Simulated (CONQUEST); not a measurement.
## Molecular dynamics of PtS2 (part 1 of 2)

System: PtS2 (P-3m1, 6 atoms in the cell).
Method: Kohn-Sham DFT of a periodic cell, WC, PseudoDojo NC PBEsol, no spin polarisation (CONQUEST 1.3).

The structure derives from an entry of the Crystallography Open Database.

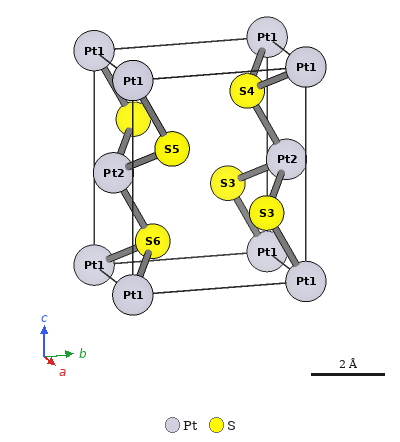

*The input geometry (ball-and-stick view of the cell of the calculation, seen slightly off an axis; atoms are numbered from 1 in the order of the input).*

Near neighbours in the crystal (not all of them lie inside the picture): Pt has 6 S at 2.34 Å; S has 3 Pt at 2.34 Å.

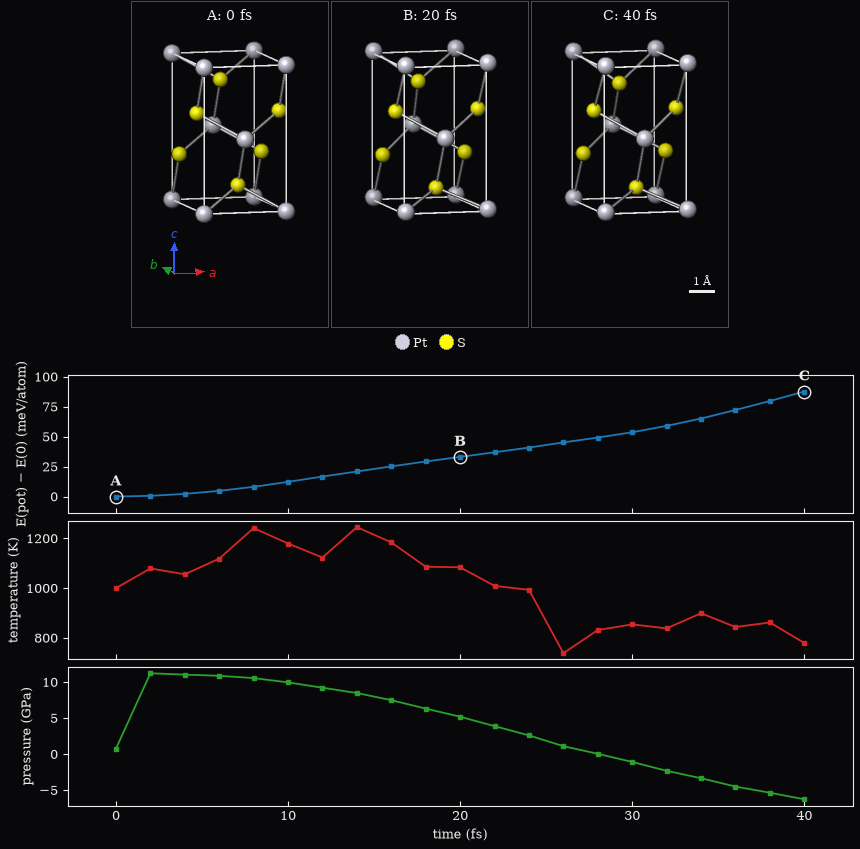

*Frames of the molecular dynamics (ball-and-stick, simulation cell, seen slightly off an axis) above the curves, on which the letters mark them.*

The trajectory kept here has 21 frames over 40 fs. The temperature starts at 1000 K, ranges from 739 to 1245 K and averages 885 K over the second half. The potential energy ends 87.7 meV/atom above its first value. The conserved quantity stays within 64 meV/atom. With the common drift removed, the root-mean-square displacement is 0.25 Å.

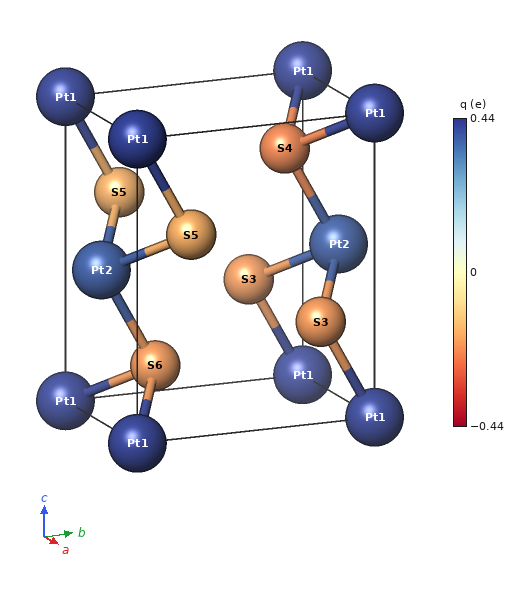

*Mulliken charges, as the colour of each atom (ball-and-stick view of the cell of the calculation, seen slightly off an axis; atoms are numbered from 1 in the order of the input).*

By element: Pt +0.38 to +0.42 and S −0.23 to −0.17 e.

The input and output of the run follow.

Input
```
IO.Title PtS2
IO.Coordinates coords.dat
IO.FractionalAtomicCoords F
IO.Iprint 2
IO.Iprint_init 1
General.NumberOfSpecies 2
General.PseudopotentialType hamann
General.FunctionalType 104
General.DifferentFunctional T
AtomMove.TypeOfRun md
Grid.GridCutoff 120
DM.SolutionMethod diagon
Diag.MPMesh T
Diag.GammaCentred T
Diag.MPMeshX 4
Diag.MPMeshY 3
Diag.MPMeshZ 3
Diag.kT 0.00183747
minE.SCTolerance 1e-5
Basis.MultisiteSF T
Multisite.LFD T
Multisite.Smear T
SC.MaxIters 100
IO.AtomChargeOutput T
AtomMove.NumSteps 20
AtomMove.WriteExtXYZ T
AtomMove.OutputFreq 1
AtomMove.WriteXSF F
AtomMove.IonTemperature 1000
AtomMove.Timestep 2
MD.Ensemble nvt
General.RNGSeed 82
MD.Thermostat svr
MD.tauT 50
%block ChemicalSpeciesLabel
1 195.080 Pt
2 32.070 S
%endblock
%block Pt
Atom.NumberOfSupports 10
Atom.MultisiteRange 10
Atom.LFDRange 10
%endblock
%block S
Atom.NumberOfSupports 4
Atom.MultisiteRange 10
Atom.LFDRange 10
%endblock
```

Run as:
```bash
Conquest
```

What the program printed
```
Simulation cell dimensions:     6.6957 a0 x     9.5220 a0 x    11.5973 a0

      Atomic coordinates (a0)
         Atom         X         Y         Z  Species
            1    0.0000    0.0000    0.0000        1
            2    3.3478    0.0000    5.7986        1
            3    0.0000    7.3605    3.8658        2
            4    3.3478    7.3605    9.6644        2
            5    0.0000    2.1615    7.7315        2
            6    3.3478    2.1615    1.9329        2

         Monkhorst-Pack mesh:   4 x   3 x   3 gamma-centred
        This calculation includes non-local pseudopotentials,
         with a maximum core radius of      7.20632768

    Job title: PtS2
    Job to be run: NVT MD run for    20 steps
      Initial ion temperature:  1000.000K

    Ground state search:
      Support functions represented with PAO basis
      Multi-site SFs used with local filter diagonalisation
      Non-spin-polarised electrons
      Solving for the K matrix using diagonalisation
      Using Fermi-Dirac smearing

    Integration grid size:     36 x   48 x   60

    Integration grid spacing:  0.186 a0 x 0.198 a0 x 0.193 a0

    Number of species:  2
    --------------------------------------------------------
    |   #  mass (au)  Charge (e)  SF Rad (a0)  NSF  Label  |
    --------------------------------------------------------
    |   1    195.080      18.000       17.206   10  Pt     |
    |   2     32.070       6.000       16.083    4  S      |
    --------------------------------------------------------

          PAOs are contracted to multi-site support functions
          SCF tolerance:                 0.00001000
          SCF iterations:               100

    The functional used will be GGA WC

           radial cut-off to be used is taken to be max PAO cut-off radius for this species:    7.206328

           greatest ang. mom. for making density from PAOs:  2

           radial cut-off to be used is taken to be max PAO cut-off radius for this species:    6.083497

           greatest ang. mom. for making density from PAOs:  2
    Minimum blocs/proc is     1620. Maximum blocs/proc is     1620
    set_atom_dens: In set_atomic_density, electrons :      60.000000000000
 matrix_size & matrix_size_padH =           36          36
    Init_SFcoeff: Time for making initial multi-site SF coeffficients:         356.26025600 ms

    Screened ion int: energy:    -235.645619247870 Ha

    md_run: starting MD run with     20 steps
    init_md: MD ensemble is nvt
    init_vel: initial kinetic energy is    1000.000 K
    init_thermo: starting
    init_thermo: Thermostat type: svr
    init_thermo: Extended system: F
    init_thermo:Target temperature        T_ext =    1000.00
    init_thermo:Coupling time period      tau_T =      50.00
    init_baro:Barostat type:   none
    init_baro:Extended system: F
      PulayMixSC: Starting Pulay mixing, A_up =  0.500 A_dn =  0.500
      PulayMixSC: Spin non-polarised calculation.
          Harris-Foulkes Energy            :      -305.569452630217711 Ha
      PulayMixSC: Pulay iteration     1 residual:              0.49739E-02
          Harris-Foulkes Energy            :      -305.595559638616578 Ha
          Free Energy (E-TS)               :      -305.596299811522613 Ha
      PulayMixSC: Pulay iteration     2 residual:              0.40808E-02
          Harris-Foulkes Energy            :      -305.465302668865206 Ha
      PulayMixSC: Pulay iteration     3 residual:              0.13025E-02
          Harris-Foulkes Energy            :      -305.459441621528583 Ha
          Free Energy (E-TS)               :      -305.459443148543869 Ha
      PulayMixSC: Pulay iteration     4 residual:              0.89004E-04
          Harris-Foulkes Energy            :      -305.459477203552979 Ha
          Free Energy (E-TS)               :      -305.459478751117786 Ha
      PulayMixSC: Pulay iteration     5 residual:              0.31769E-04
          Harris-Foulkes Energy            :      -305.459425901104851 Ha
          Free Energy (E-TS)               :      -305.459427554559625 Ha
      PulayMixSC: Pulay iteration     6 residual:              0.61009E-05
      PulayMixSC: Reached SCF tolerance of  0.61009E-05 after      6 iterations
      | Number of electrons      =        60.000038
      | GS Energy as E-(1/2)TS   =      -305.459426727832238 Ha
      | Free Energy as E-TS      =      -305.459427554559625 Ha
      |* Harris-Foulkes energy   =      -305.459425901104851 Ha
      |* DFT total energy        =      -305.459425403465048 Ha

      force: Maximum force :        0.03344634(Ha/a0) on atom         4 in y direction
      force: Force Residual:        0.02731305 Ha/a0
      force: Total stress:        -11.32514027    -9.49351730   -11.32246496 GPa
      force: Average pressure:     10.71370751 GPa

      get_E_and_F: Change in energy during last step of electronic optimisation:  0.51302E-04

    MD step:      0 KE:         0.02850089 Ha IntEnergy:        -305.45942590 Ha TotalEnergy:        -305.43092501 Ha
    Ionic temperature       :   1000.00000000 K
    write_md_data: starting

    md_run: iteration     1
    integrate_pt: first call
    update_pos_and_box: starting

    Screened ion int: energy:    -235.647426080909 Ha

      PulayMixSC: Starting Pulay mixing, A_up =  0.500 A_dn =  0.500
      PulayMixSC: Spin non-polarised calculation.
          Harris-Foulkes Energy            :      -305.459344533976946 Ha
          Free Energy (E-TS)               :      -305.459346196868125 Ha
      PulayMixSC: Pulay iteration     1 residual:              0.70684E-04
          Harris-Foulkes Energy            :      -305.459324707606640 Ha
          Free Energy (E-TS)               :      -305.459326416873068 Ha
      PulayMixSC: Pulay iteration     2 residual:              0.67232E-04
          Harris-Foulkes Energy            :      -305.459305759558617 Ha
          Free Energy (E-TS)               :      -305.459307446776506 Ha
      PulayMixSC: Pulay iteration     3 residual:              0.34085E-04
          Harris-Foulkes Energy            :      -305.459299016660395 Ha
          Free Energy (E-TS)               :      -305.459300688244582 Ha
      PulayMixSC: Pulay iteration     4 residual:              0.69068E-05
      PulayMixSC: Reached SCF tolerance of  0.69068E-05 after      4 iterations
      | Number of electrons      =        60.000033
      | GS Energy as E-(1/2)TS   =      -305.459299852452489 Ha
      | Free Energy as E-TS      =      -305.459300688244582 Ha
      |* Harris-Foulkes energy   =      -305.459299016660395 Ha
      |* DFT total energy        =      -305.459298173834043 Ha

      force: Maximum force :        0.03405349(Ha/a0) on atom         3 in y direction
      force: Force Residual:        0.02798656 Ha/a0
      force: Total stress:        -10.98609599    -9.18478967   -11.04990208 GPa
      force: Average pressure:     10.40692925 GPa

      get_E_and_F: Change in energy during last step of electronic optimisation:  0.67429E-05
    integrate_pt: second call

    MD step:      1 KE:         0.02836156 Ha IntEnergy:        -305.45929902 Ha TotalEnergy:        -305.43093745 Ha
    Ionic temperature       :    995.11156719 K
    Maximum force:               0.03405349 Ha/a0
    Force Residual:              0.02798656 Ha/a0
    Energy change:               0.00012688 Ha
    Conserved quantity H'   :   -305.43093745 Ha
    Components of conserved quantity
    Kinetic energy          :      0.02836156 Ha
    Potential energy        :   -305.45929902 Ha
    SVR energy              :     -0.00479450 Ha

      Simulation cell dimensions:     6.6957 a0 x     9.5220 a0 x    11.5973 a0

      Atomic coordinates (a0)
         Atom         X         Y         Z  Species
            1    0.0073    9.5113    0.0112        1
            2    3.3474    0.0105    5.7987        1
            3    0.0231    7.3660    3.8465        2
            4    3.3136    7.3519    9.6468        2
            5    6.6860    2.1655    7.7344        2
            6    3.3272    2.1616    1.8982        2
    get_T_and_KE: KE:     0.030759 Ha
    get_T_and_KE: T:   1079.222651 K
    get_P_and_stress:  P:    11.222873 GPa
    get_P_and_stress: PV:     0.000000 Ha
    write_md_data: starting

    md_run: iteration     2
    integrate_pt: first call
    update_pos_and_box: starting

    Screened ion int: energy:    -235.653691715596 Ha

      PulayMixSC: Starting Pulay mixing, A_up =  0.500 A_dn =  0.500
      PulayMixSC: Spin non-polarised calculation.
          Harris-Foulkes Energy            :      -305.458964028055107 Ha
          Free Energy (E-TS)               :      -305.458966014223165 Ha
[... 86 further cycles ...]
      PulayMixSC: Pulay iteration     1 residual:              0.10396E-03
          Harris-Foulkes Energy            :      -305.442089061503054 Ha
          Free Energy (E-TS)               :      -305.442461097357921 Ha
      PulayMixSC: Pulay iteration     2 residual:              0.17658E-03
          Harris-Foulkes Energy            :      -305.441846620547551 Ha
          Free Energy (E-TS)               :      -305.442234628772496 Ha
      PulayMixSC: Pulay iteration     3 residual:              0.27370E-04
          Harris-Foulkes Energy            :      -305.441847153870413 Ha
          Free Energy (E-TS)               :      -305.442239043194320 Ha
      PulayMixSC: Pulay iteration     4 residual:              0.36922E-04
          Harris-Foulkes Energy            :      -305.441839734358950 Ha
          Free Energy (E-TS)               :      -305.442229602891416 Ha
      PulayMixSC: Pulay iteration     5 residual:              0.51561E-05
      PulayMixSC: Reached SCF tolerance of  0.51561E-05 after      5 iterations
      | Number of electrons      =        60.000045
      | GS Energy as E-(1/2)TS   =      -305.442034668625183 Ha
      | Free Energy as E-TS      =      -305.442229602891416 Ha
      |* Harris-Foulkes energy   =      -305.441839734358950 Ha
      |* DFT total energy        =      -305.441838632650160 Ha

      force: Maximum force :        0.03904303(Ha/a0) on atom         1 in z direction
      force: Force Residual:        0.03342486 Ha/a0
      force: Total stress:          4.05214263    10.74960166     3.22011337 GPa
      force: Average pressure:     -6.00728589 GPa

      get_E_and_F: Change in energy during last step of electronic optimisation:  0.74195E-05
    integrate_pt: second call

    MD step:     19 KE:         0.02244295 Ha IntEnergy:        -305.44183973 Ha TotalEnergy:        -305.41939679 Ha
    Ionic temperature       :    787.44732833 K
    Maximum force:               0.03904303 Ha/a0
    Force Residual:              0.03342486 Ha/a0
    Energy change:               0.00166059 Ha
    Conserved quantity H'   :   -305.44307008 Ha
    Components of conserved quantity
    Kinetic energy          :      0.02244295 Ha
    Potential energy        :   -305.44183973 Ha
    SVR energy              :     -0.02791815 Ha

      Simulation cell dimensions:     6.6957 a0 x     9.5220 a0 x    11.5973 a0

      Atomic coordinates (a0)
         Atom         X         Y         Z  Species
            1    0.0461    9.3157    0.1112        1
            2    3.3477    0.2129    5.7693        1
            3    0.1980    6.9787    3.8717        2
            4    3.0643    6.8160    9.3875        2
            5    6.5516    2.5945    7.8301        2
            6    3.2977    2.6140    1.6071        2
    get_T_and_KE: KE:     0.024565 Ha
    get_T_and_KE: T:    861.916148 K
    get_P_and_stress:  P:    -5.355636 GPa
    get_P_and_stress: PV:     0.000000 Ha
    write_md_data: starting
```
